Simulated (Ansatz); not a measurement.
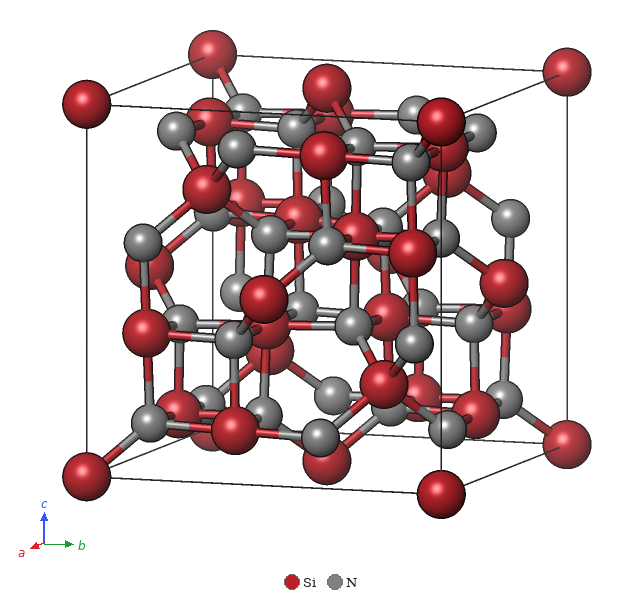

Drawn in the ball-and-stick manner and seen slightly off an axis. Lines trace the edges of the conventional unit cell.

Si₃N₄, space group Fd-3m (No. 227), a = 7.789 Å, b = 7.789 Å, c = 7.789 Å, α = 90.00°, β = 90.00°, γ = 90.00°. The cell started as a structure listed in the Materials Project. Earlier steps of the study, as a rule a relaxation of our own, may have changed the cell and positions, so they can lie some per cent off the listed ones. An electronic-structure calculation with Ansatz was run on it.

This one geometry was computed with Ansatz (DFT, plane waves, PAW) at three levels of theory: PBEsol, r2SCAN and PBE.

Question: Which level gives the highest pressure at this volume, and what does that say about its equilibrium volume?

Answer: Highest: PBE (0.0 GPa), which points to the largest equilibrium volume. Lowest, with the smallest volume: r2SCAN (-7.1 GPa). Levels within 0.5 GPa of each other can't be told apart.

Question: How does the band gap change with the level of theory?

Answer: PBEsol: a gap of 3.22 eV, indirect; PBE: a gap of 3.34 eV, indirect; r2SCAN: a gap of 3.93 eV, indirect.

Question: Collect the results in a table.

Answer:
| level | cutoff (eV) | k-mesh of the run's cell | gap (eV) | pressure (GPa) |
| --- | --- | --- | --- | --- |
| PBEsol | 420 | 6×6×6 | 3.22 | -5.3 |
| r2SCAN | 500 | 6×6×6 | 3.93 | -7.1 |
| PBE | 420 | 6×6×6 | 3.34 | 0.0 |

Gaps are taken on the k-mesh or band path of each run.
